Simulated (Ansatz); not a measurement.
Ti36O71: several calculations on one system

### Relaxation

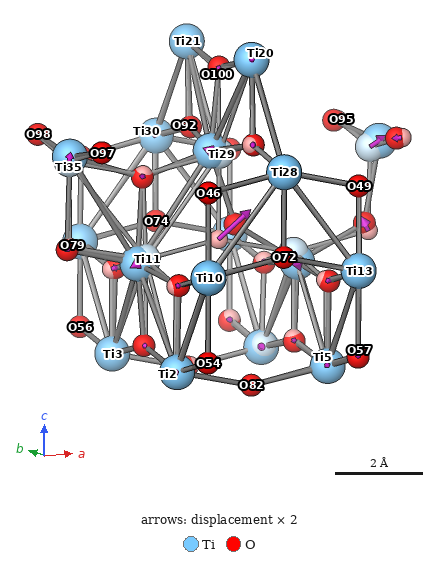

This is a relaxation of a defect cell of composition Ti₃₆O₇₁. The starting structure is drawn faded, the final one solid; purple arrows show the displacements, 2 times their true length.

A ball-and-stick model of the atoms within 5.0 Å of the atom that moves most (axes of the cell of the calculation (origin shifted)), seen slightly off an axis.

These are results of DFT, PBEsol, PAW, plane waves (Ansatz 0.2.0), not measurements. Set-up: plane-wave cutoff 420 eV; k-point mesh 1 × 1 × 1; mesh shifted by (0.25, 0.25, 0.25); no spin polarisation; atoms relaxed in a fixed cell; force threshold 0.03 eV/Å; at most 80 steps.

### Atoms of which element are displaced furthest, and by how much?

Oxygen: up to 0.53 Å, against 0.26 Å for titanium.

### Describe the change and its energy.

The energy falls by 1.858 eV per cell of the calculation in 16 geometry steps. The largest force component goes from 1.7 to 0.008 eV/Å. The forces were under the threshold at step 12, but the run went on from there. The largest move is that of an O atom, 0.53 Å along [1 0 1]. Largest moves by element: O 0.53 Å, Ti 0.26 Å. The cell doesn't change. Among the contacts that change: O–Ti 1.867 → 2.576 Å, Ti–Ti 3.024 → 3.463 Å, Ti–Ti 3.050 → 3.409 Å, O–Ti 1.988 → 2.166 Å. Bonds break, among them: O–Ti (1.87 → 2.58 Å). Among the angles between lasting bonds that change: Ti–O–Ti 101.3° → 140.7°, Ti–O–Ti 99.6° → 110.9°, Ti–O–Ti 156.4° → 145.3°. The run took 22 s on 1 × NVIDIA GB200 with 8 threads of Arm Neoverse-V2, peak memory 2 GiB.

### Relaxation

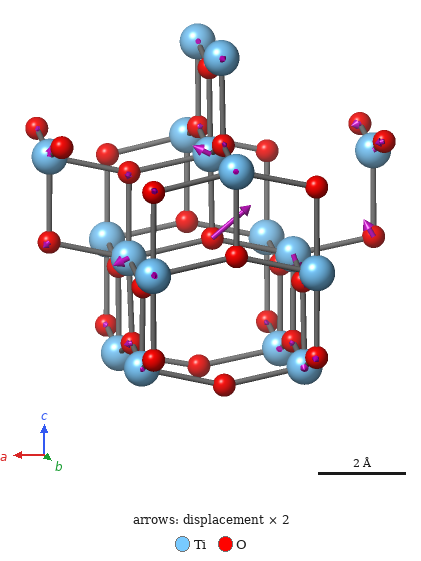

This is a relaxation of a defect cell of composition Ti₃₆O₇₁ (cell charge +2). The starting structure is drawn; purple arrows show the displacements, magnified 2 times.

Style: ball-and-stick. Shown: the atoms within 5.0 Å of the atom that moves most (axes of the cell of the calculation (origin shifted)), from a free direction.

Level of theory: Ansatz, DFT, PBEsol, PAW, plane waves. Set-up: plane-wave cutoff 420 eV; k-point mesh 1 × 1 × 1; mesh shifted by (0.25, 0.25, 0.25); no spin polarisation; atoms relaxed in a fixed cell; force threshold 0.03 eV/Å; at most 80 steps.

Which element moves most?

Answer. Oxygen: up to 0.59 Å, against 0.27 Å for titanium.

What happened in the run?

Answer. The atom that moves furthest is an O atom (0.59 Å along [−1 0 1]). By element the largest moves are O 0.59 Å, Ti 0.27 Å. The cell stays as it was. Among the contacts that change: O–Ti 1.993 → 2.744 Å, Ti–Ti 3.050 → 3.482 Å, Ti–Ti 3.024 → 3.400 Å, O–Ti 1.988 → 2.185 Å. Bonds break, among them: O–Ti (1.99 → 2.74 Å). Among the angles between lasting bonds that change: Ti–O–Ti 103.3° → 146.8°, O–Ti–O 156.1° → 120.3°, O–Ti–O 178.5° → 151.0°. After 6 geometry steps the energy has fallen by 4.137 eV per cell of the calculation. Largest force component: 5.5 eV/Å at the start, 0.0082 eV/Å at the end. The run took 12 s on 1 × NVIDIA GB300 Max-Q with 8 threads of Arm Neoverse-V2, peak memory 2.2 GiB.

Limits of the set-up: the cell is charged, on a uniform background, and energies carry no finite-size correction.

### Defect

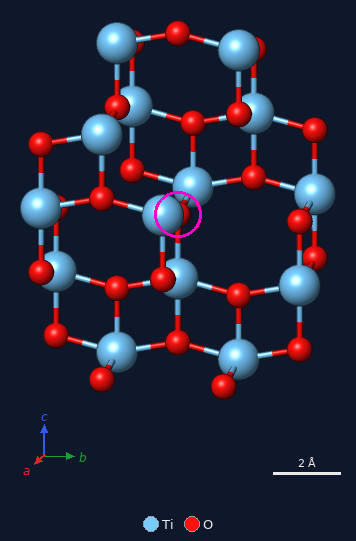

Perfect TiO$_{2}$. Style: ball-and-stick. Shown: the atoms within 6.0 Å of one point, in a slice 4.2 Å thick across the line of sight, slightly off an axis.

Theory: DFT, PBEsol, PAW, plane waves in Ansatz 0.2.0. Set-up: plane-wave cutoff 420 eV; k-point mesh 1 × 1 × 1; mesh shifted by (0.25, 0.25, 0.25); no spin polarisation. Fermi-Dirac smearing of 0.01 eV. The axes drawn are those of the host's conventional cell.

An oxygen atom is taken out (a vacancy) at the ringed place, in charge state 0. The supercell has 108 sites, and the atoms are relaxed at the host's cell.

Predict the relaxed surroundings of the defect.

Answer. Around the empty O site the host had 3 Ti at 1.93 to 1.98 Å; after relaxation the nearest atoms are 2 O at 1.95 to 2.23 Å, 3 Ti at 2.17 to 2.20 Å. Of the host's atoms, an oxygen atom moves furthest from its site, by 0.51 Å.

The relaxed defect, seen from the same direction:

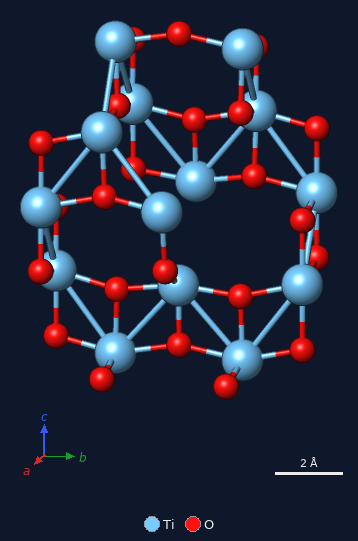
